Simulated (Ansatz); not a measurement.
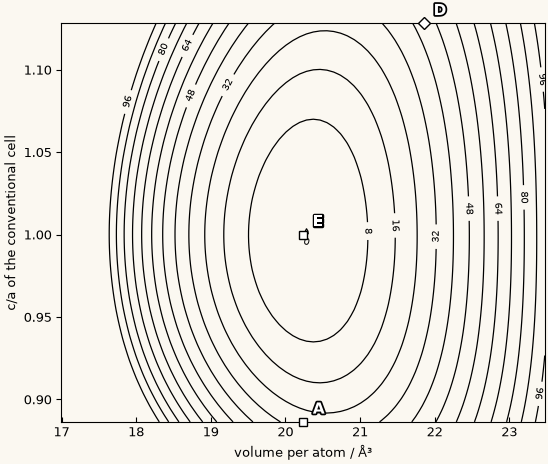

ZnSe2 (Pa-3, No. 205; 12 atoms in the cell). 
- The energy is mapped over volume and the cell's shape.
- Coordinates scanned: (1) volume per atom; (2) c/a of the conventional cell.
- Nothing is relaxed (fractional coordinates fixed).
- The grid has 5 × 5 points.
- Points are written as (first, second).
- Energies are in meV/atom, from the lowest grid point.
- Computed with DFT PBEsol, scalar-relativistic, plane waves, PAW in Ansatz 0.2.0. Settings: cutoff 520 eV, k-mesh 6×6×6, gaussian smearing 0.05 eV, no spin polarisation.

The picture shows contour lines labelled in meV/atom (none above 96), lettered points. Between grid points the surface is interpolated.

**Is E the lowest point of the computed grid?**

Yes. E, at (20.24 Å³, 1.000), has the lowest energy of the grid.

**Which space group has the cell at each letter?**

A: Pbca; D: Pbca; E: Pa-3.

**Rank the lettered points by energy, lowest first.**

E (0 meV/atom), A (28 meV/atom), D (44 meV/atom).

PAW datasets: the set soft_1.
